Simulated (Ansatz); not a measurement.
# Geometry relaxation, with input and output: SnTe

System: SnTe (Fm-3m, 2 atoms in the cell).
Method: DFT, PBE, plane-wave PAW, default files, scalar-relativistic, no spin polarisation (Ansatz 0.2.0).

The structure derives from an entry of the Crystallography Open Database.

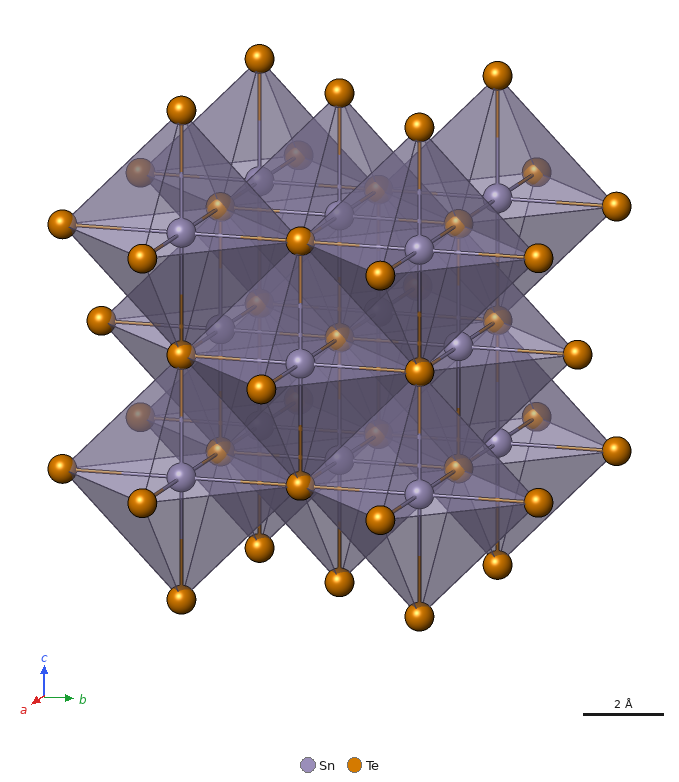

Fig. 1: The input geometry (polyhedral view of the cell 4 times as large as that of the calculation, set on its symmetry axes, seen slightly off an axis; polyhedra are completed across the faces of the cell).

Input file:
```yaml
crystal:
  lattice:
    - [0.0, 3.15085, 3.15085]
    - [3.15085, 0.0, 3.15085]
    - [3.15085, 3.15085, 0.0]
  atoms:
    - { symbol: Sn, position: [0.0, 0.0, 0.0] }
    - { symbol: Te, position: [0.5, 0.5, 0.5] }
kpoints:
  mp_grid: { grid: [8, 8, 8] }
scf:
  occupations: { method: fermi_dirac, width: 0.02 }
hamiltonian:
  xc: pbe
  pseudopotentials: { kind: paw }
output:
  forces: true
  stress: true
  populations: true
  efg: { quadrupole_moments_barn: { Sn: -0.132 }, contact_densities: true }
  write_density: true
  write_potential: true
  elf: true
  volumetric_format: npy
relax:
  f_tol: 0.02
  max_steps: 60
```

Run on 1 thread of an x86-64 CPU, shared host.

Launched with:
```bash
ansatz run input.yaml --threads 1 --pin off --max-ram 3072MiB --backend cpu --events-out ev --progress --plain --runs-dir out
```

Log:
```
Warning: output.stress: scf.convergence.dr2_threshold = 1e-7 eV (the SCF's general default) is looser than the 2e-10 eV advised for a printed stress (1e-10 eV for each atom of the cell: 2). What an SCF threshold leaves in a stress goes as its square root, and in the free energy as the threshold itself, and one threshold admits the most on a small cell: of the crystals measured, under no hybrid functional and no lock of the moments, on runs that ended without the residual-converged pass, on stresses that held no estimate of that error, the worst erred by over 100 MPa in a component at 1e-7 eV an atom and by under 5 at 1e-10. Every solve of this run answers to scf.convergence.dr2_threshold, and the tensor of one is reported: a single SCF on the reported geometry and on this run's grids (its basis.xc_grid and basis.ecutrho_ratio typed), with scf.convergence.dr2_threshold at 2e-10 eV or tighter, prints it and tightens no other solve. Else set scf.convergence.dr2_threshold to 2e-10 eV or tighter. The threshold is an SCF's pass mark: one that does not reach it within its budget of iterations ends unconverged, or closes short of it on a stop that the run arms, and scf.convergence.dr2_threshold's page says what that costs each kind of run
Sn, Te: output.efg is read without spin–orbit coupling, which moves field gradients at and beside such atoms by some per cent and up to a factor of two; PAW files take it under magnetization.noncollinear and magnetization.spin_orbit
Engine: ansatz 0.2.0, x86_64-unknown-linux-gnu
Pseudopotentials: kind: paw
Pseudopotential: Sn, paw, valence charge 14, recommended cutoff 420 eV (normal), Sn.paw.azcp
Pseudopotential: Te, paw, valence charge 16, recommended cutoff 420 eV (normal), Te.paw.azcp
Functional definition: PBE
  parameter kappa = 0.804
  parameter beta = 0.06672455060314922
  exchange = pbe_x(kappa = kappa, mu = beta*pi^2/3)
  correlation = pbe_c(beta = beta)
Crystal: 2 atoms, lattice volume = 62.562 Å³
Basis set: ecut = 420 eV, 1243 PW (Γ), exchange–correlation on 60×60×60 points (8 copies of the dense FFT grid, shifted against one another)
Bands: 19, of which v1, the nominal top of the filled ones, is band 15 counted from 1 (14 counted from 0)
Symmetry: 48 space group operations
Space group: Fm-3m (ITA 225), of the structure as read, at distance tolerance 4.0e-5 Å
k-points: 29 of 512
Non-local potential: Sn, projectors of the file, l = 0: 2, l = 1: 2, l = 2: 2, l = 3: 2
Non-local potential: Te, projectors of the file, l = 0: 2, l = 1: 2, l = 2: 2, l = 3: 2
PAW form: soft (Blöchl's): semilocal exchange-correlation on the pseudo side does not see the compensation charge
PAW one-centre angular grid: Sn, 590 points (default); XC on 64 Gauss nodes
PAW one-centre angular grid: Te, 590 points (default); XC on 64 Gauss nodes
Initial density: superposition of atomic densities (neutral atoms: chi_scale 0, normalization atom), corrected by the library's trained network
Initial wavefunctions: pseudopotential atomic-orbital guess
Functional: x = pbe(κ = 0.804, μ = 0.2195149727645171), c = pbe(β = 0.06672455060314922)
SCF iter   1: F=—  HF=-13004.724191 eV  |F-HF|=—  |Δ(HF+E_count)|=         —  Δρ=6.31e-4  dr2=2.79e-4  ethr=1.77e-3  ⟨swp⟩=6.5  Hψ=2942  notcnv=0
preconditioner: auto → none  [insulator: Δε(μ)=0.094 eV  Ē_g=8.672 eV  σ=0.020 eV  W_gap=0.83  n_scr=14 (ndim 8)  ℏωp=14.8 eV  f_vac=0.009  D(μ)=0.12/eV (n_scr^D=0)  ε∞_Penn≈3.9]
SCF iter   2: F=—  HF=-13004.722602 eV  |F-HF|=—  |Δ(HF+E_count)|=   1.59e-3  Δρ=4.09e-4  dr2=8.88e-5  ethr=9.30e-7  ⟨swp⟩=3.1  Hψ=1330  notcnv=0
SCF iter   3: F=—  HF=-13004.722619 eV  |F-HF|=—  |Δ(HF+E_count)|=   1.69e-5  Δρ=1.46e-4  dr2=1.08e-5  ethr=2.96e-7  ⟨swp⟩=2.0  Hψ=853  notcnv=0
SCF iter   4: F=—  HF=-13004.722637 eV  |F-HF|=—  |Δ(HF+E_count)|=   1.75e-5  Δρ=4.90e-5  dr2=1.32e-6  ethr=3.59e-8  ⟨swp⟩=3.0  Hψ=992  notcnv=0
SCF iter   5: F=—  HF=-13004.722636 eV  |F-HF|=—  |Δ(HF+E_count)|=   3.55e-7  Δρ=1.48e-5  dr2=1.15e-7  ethr=4.39e-9  ⟨swp⟩=2.0  Hψ=986  notcnv=0
SCF iter   6: F=-13004.722636 eV  HF=-13004.722636 eV  |F-HF|=1.71e-9  |Δ(HF+E_count)|=   6.04e-8  Δρ=1.67e-6  dr2=1.61e-9  ethr=3.33e-10  ⟨swp⟩=9.1  Hψ=3499  notcnv=0
SCF 1 converged in 6 iterations: F = -13004.722636 eV  dr2 = 1.61e-9
  greatest PAW one-centre occupation: 0.998 electrons in one spin orbital (limit 2), on the Te atom at site 1 (counted from 0), in its partial waves of l = 2
relax step   1: F+E_penalty+E_count = -13004.72263631 eV  Δ(F+E_penalty+E_count) = +0.000e0 eV  max|allowed force component| = 1.650e-29 eV/Å  Δτ_max = 0.0000 Å  (6 SCF iters, accepted)
NSCF: frozen V_eff on 29 k-points
the band table was solved once a step of the walk had ended and its energy, with any forces and stress, was formed, with the checks that follow a solve (2883 applications of the Hamiltonian). They found nothing against the state; the energy, forces and stress were not computed again (output.eigenvalues in the input reference)
SCF converged after 6 iterations
Free energy (F): -13004.722636 eV
Harris-Foulkes:  -13004.722636 eV  (|F-HF|=1.71e-9)
Internal energy: -13004.722456 eV  (E = F + TS)
E sigma→0 (E₀):  -13004.722546 eV
Entropy (-TS):   -0.000180 eV (-0.090 meV/atom)
Fermi energy:    9.749104 eV
--- Per-component energies (eV) ---
  E_band       = -353.463403
  E_kinetic    = 366.204104
  E_local      = -2152.701023  (includes V_loc(G=0)·N_el)
  E_nonlocal   = -343.009482
  E_hartree    = 1353.681650
  E_xc         = -507.803137
  E_vxc        = -201.056266  (∫ρ·V_xc dr)
  E_paw        = -8795.603885  (= ΣΔE_a)
  E_vpaw       = -730.266606  (= ΣTr[D̂ρ^β])
  E_aug_tail   = -0.000158  (compensation charges beyond the density's cutoff)
  E_ewald      = -2925.490525
  E_smearing   = -0.000180  (= −TS)
  E_closure    = 0.000000  (closes the sum)
  Σ components = -13004.722636   (vs F -13004.722636, Δ=0.00e0)
--- Forces (eV/Å), atoms counted from 1 ---
  atom   1  Sn    -0.00000000     0.00000000     0.00000000
  atom   2  Te     0.00000000     0.00000000     0.00000000
  max |Σ_I F_I| component: 2.80e-29 eV/Å
--- Stress (GPa, compression-positive) ---
        2.298120       0.000000       0.000000
        0.000000       2.298120       0.000000
        0.000000       0.000000       2.298120
  P = ⅓ Tr σ = 2.2981 GPa (22.981 kbar)
--- PAW observables at the nuclei: V_zz in 10²¹ V/m², potentials from the cell's mean, atoms counted from 1 ---
  atom   1  Sn V_zz =    -0.000000   η = 0.0000   by run symmetry: forbidden   C_q = +0.0000 MHz
            electrostatic potential = -8172.418575 V   contact ρ = 1236472.970181 e/Å³
  atom   2  Te V_zz =    +0.000000   η = 0.0000   by run symmetry: forbidden
            electrostatic potential = -8648.635333 V   contact ρ = 1468742.556669 e/Å³
--- Band table (eV; the first three rows and the last of 29) ---
  k-point 0: bands = ["-27.3801", "-27.3801", "-27.3761", "-27.3761", "-27.3761", "-12.2228", "-12.2228", "-12.2181", "-12.2181", "-12.2181", "-3.1182", "5.0078", "7.5434", "7.5434", "7.5434", "13.0396", "13.0396", "13.0396", "14.4618"]
  k-point 1: bands = ["-27.3801", "-27.3801", "-27.3761", "-27.3760", "-27.3760", "-12.2236", "-12.2236", "-12.2179", "-12.2173", "-12.2173", "-2.9867", "4.2965", "7.5664", "7.5664", "8.0432", "12.3611", "12.3611", "12.3940", "14.3989"]
  k-point 2: bands = ["-27.3800", "-27.3800", "-27.3760", "-27.3758", "-27.3758", "-12.2258", "-12.2258", "-12.2174", "-12.2148", "-12.2148", "-2.6166", "3.0161", "7.6494", "7.6494", "8.7387", "11.2617", "11.2617", "11.3318", "14.8274"]
  k-point 28: bands = ["-27.3803", "-27.3796", "-27.3757", "-27.3757", "-27.3749", "-12.2354", "-12.2236", "-12.2149", "-12.2149", "-12.2074", "-1.4478", "2.3182", "4.8593", "4.8593", "8.8652", "10.5383", "14.3168", "14.3168", "15.7586"]
--- Relaxed structure (1 steps of the walk, 1 accepted, 0 SCFs on fresh bases) ---
  F+E_penalty+E_count = -13004.72263631 eV   max|allowed force component| = 1.650e-29 eV/Å
  atoms:
    - { symbol: Sn, position: [0.0, 0.0, 0.0] }
    - { symbol: Te, position: [0.5, 0.5, 0.5] }
--- Löwdin populations: 2 sites ---
  site symbol       q [e]
     0     Sn     13.8737
     1     Te     16.0629
  spilling = 0.002114 (of n_electrons = 30.000000)
```

File populations.tsv:
```
# site	symbol	l	j	q
# orbitals = lowdin
# n_electrons = 30.000000
# spilling = 0.002114
0	Sn	0_5S	-	1.878633
0	Sn	1_5P	-	1.996558
0	Sn	2_4D	-	9.998470
1	Te	0_5S	-	1.794280
1	Te	1_5P	-	4.270490
1	Te	2_4D	-	9.998138
```

File rho_z.tsv:
```
# z_ang	rho[e/angstrom^3]
# format = ansatz-planar-average/11
# lattice	0.000000000	3.150850000	3.150850000
# lattice	3.150850000	0.000000000	3.150850000
# lattice	3.150850000	3.150850000	0.000000000
# sites	2
# site	50	0.000000000	0.000000000	0.000000000
# site	52	3.150850000	3.150850000	3.150850000
0.000000	7.790410e-1
0.148532	7.379269e-1
0.297065	6.315370e-1
0.445597	4.990031e-1
0.594130	3.784759e-1
0.742662	2.909511e-1
0.891195	2.397085e-1
1.039727	2.183178e-1
1.188260	2.189334e-1
1.336792	2.440356e-1
1.485325	3.085982e-1
1.633857	4.228841e-1
1.782390	5.758253e-1
1.930922	7.340305e-1
2.079455	8.538124e-1
2.227987	8.985242e-1
2.376520	8.538124e-1
2.525052	7.340305e-1
2.673585	5.758253e-1
2.822117	4.228841e-1
2.970650	3.085982e-1
3.119182	2.440356e-1
3.267715	2.189334e-1
3.416247	2.183178e-1
3.564780	2.397085e-1
3.713312	2.909511e-1
3.861845	3.784759e-1
4.010377	4.990031e-1
4.158910	6.315370e-1
4.307442	7.379269e-1
```

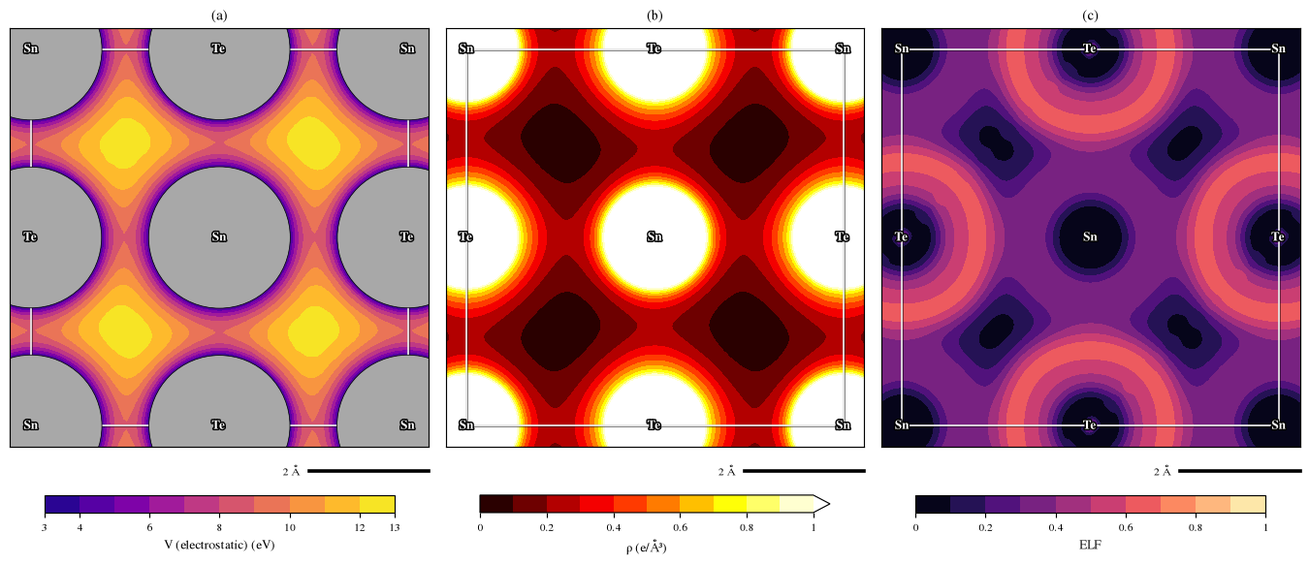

Fig. 2: (a) electrostatic potential (local pseudopotential plus Hartree) felt by an electron; (b) valence charge density (pseudo); (c) ELF on the (001) plane of the conventional cell. Grey discs, where drawn, cover atomic cores. Atoms in the plane: Sn and Te. Sn–Te (3.15 Å): ρ at the midpoint is about 0.22 e/Å³; the ELF peaks at about 0.65 in the valence shell of Te, 1.3 Å from its nucleus, and drops to about 0.30 between the two atoms. Away from the nuclei the density in this plane falls to 0.05 e/Å³ at its lowest. Outside the cores the potential energy rises away from the atoms and is highest about 2.1 Å from the nearest atoms; outside the discs it spans about 9 eV, and its zero is arbitrary. Core electrons are frozen (PAW), so the fields are smoothed inside the atomic spheres.

Key numbers:

```json
{"quantity": "outcome", "value": "converged"}
{"quantity": "space group (tolerance 0.01 Å)", "value": "Fm-3m (225)"}
{"quantity": "electrons treated", "value": "30"}
{"quantity": "free energy", "value": "−13004.7226 eV"}
{"quantity": "Fermi energy", "value": "9.749 eV"}
{"quantity": "pressure", "value": "2.30 GPa"}
{"quantity": "final volume", "value": "62.56 Å³"}
{"quantity": "field gradient V_zz (10²¹ V/m²)", "value": "zero at all sites"}
{"quantity": "largest force (length of the vector)", "value": "under 0.001 eV/Å"}
{"quantity": "wall time", "value": "8 s"}
{"quantity": "peak memory", "value": "0.48 GiB"}
```

Notes:

The input already met the tolerances, so nothing moved. The program warns: the field gradients leave out spin–orbit coupling; the SCF threshold is looser than advised for the printed stress.

Notes:

The program warns: the field gradients leave out spin–orbit coupling; the SCF threshold is looser than advised for the printed stress.
